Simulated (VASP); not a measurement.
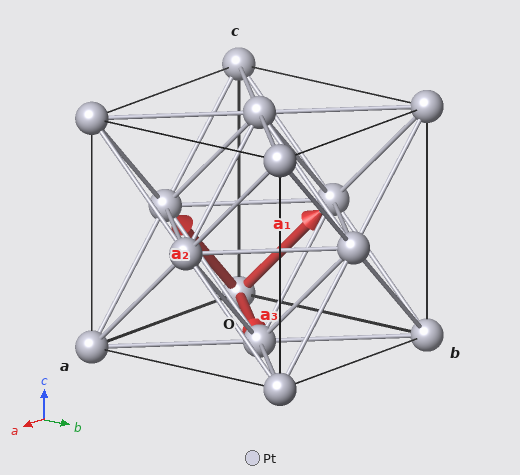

The conventional cell (thin) and a primitive cell (coloured, vectors a₁, a₂, a₃). Crystal: Pt, coordinates from a relaxation with VASP Kohn-Sham DFT of a periodic cell, optPBE-vdW, VASP PAW PBE potentials, recommended (VASP). Geometry calculated from the standardised cell; symmetry tolerance 0.002 Å.

a = 3.991 Å, b = 3.991 Å, c = 3.991 Å, α = 90.00°, β = 90.00°, γ = 90.00°.

What is the centring, and how are the primitive vectors built?

F, face-centred cubic, with lattice points at (0, 0, 0), (1/2, 1/2, 0), (1/2, 0, 1/2), (0, 1/2, 1/2). a₁ = 1/2 b + 1/2 c; a₂ = 1/2 a + 1/2 c; a₃ = 1/2 a + 1/2 b.

Give the primitive cell's size and content.

Edges 2.822, 2.822, 2.822 Å; angles 60.00°, 60.00°, 60.00°; volume 15.89 Å³, 1/4 of the conventional cell; 1 of its 4 atoms.
